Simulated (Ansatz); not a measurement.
The structure in question:

```
CELL_PARAMETERS angstrom
3.93678 0.00000 0.02112
0.00000 3.93684 0.00000
0.02168 0.00000 4.04387
ATOMIC_POSITIONS crystal
Al 0.50000 0.50000 0.00000
Al 0.00000 0.00000 0.00000
Al 0.00000 0.50000 0.50000
Al 0.50000 0.00000 0.50000
```

### Work out the structure from the coordinates.

The element is aluminium. Strictly the space group is C2/m (No. 12, within 0.01 Å). It is a distorted form of a face-centred cubic structure, space group Fm-3m (No. 225) within 0.25 Å: face-centred cubic (Cu type). The cell holds four atoms. The coordination shell of Al holds twelve Al in a cuboctahedral arrangement at 2.78 to 2.84 Å. The bonds build a three-dimensional framework.

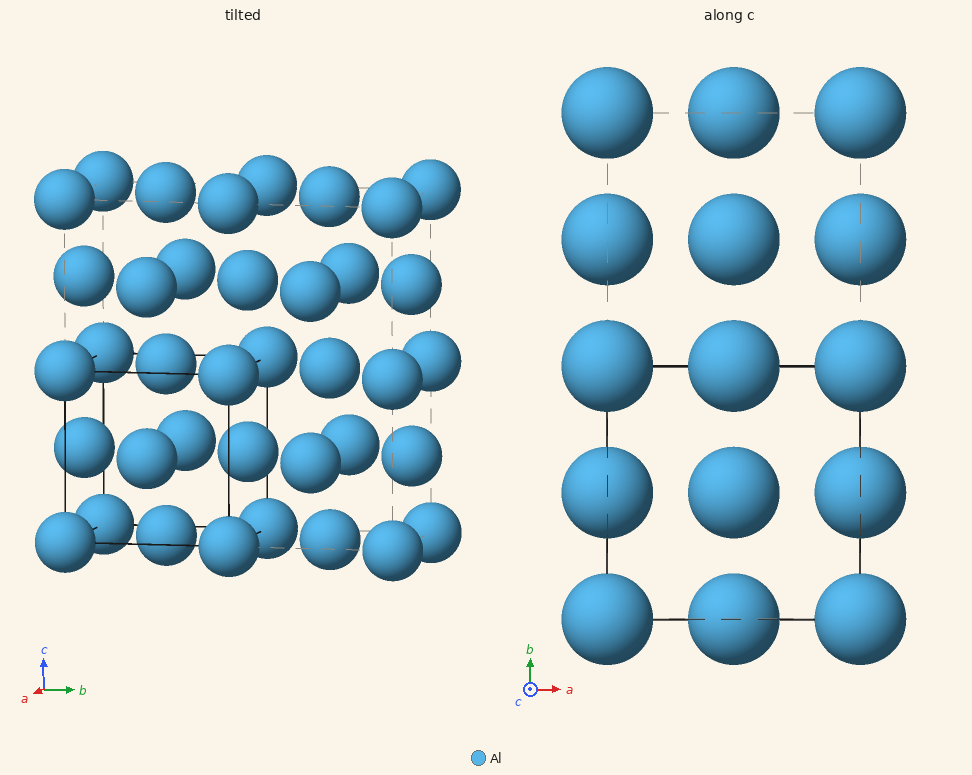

Drawn in the spheres-only manner and seen slightly off an axis and along the c axis. One drawn cell (a repeat of the simulation cell) is drawn solid; the view covers 1×2×2 cells. Colours: aluminium blue.

The initial geometry was a structure listed in the Materials Project. The cell was then strained or its atoms displaced on purpose. It went into a calculation with Ansatz.
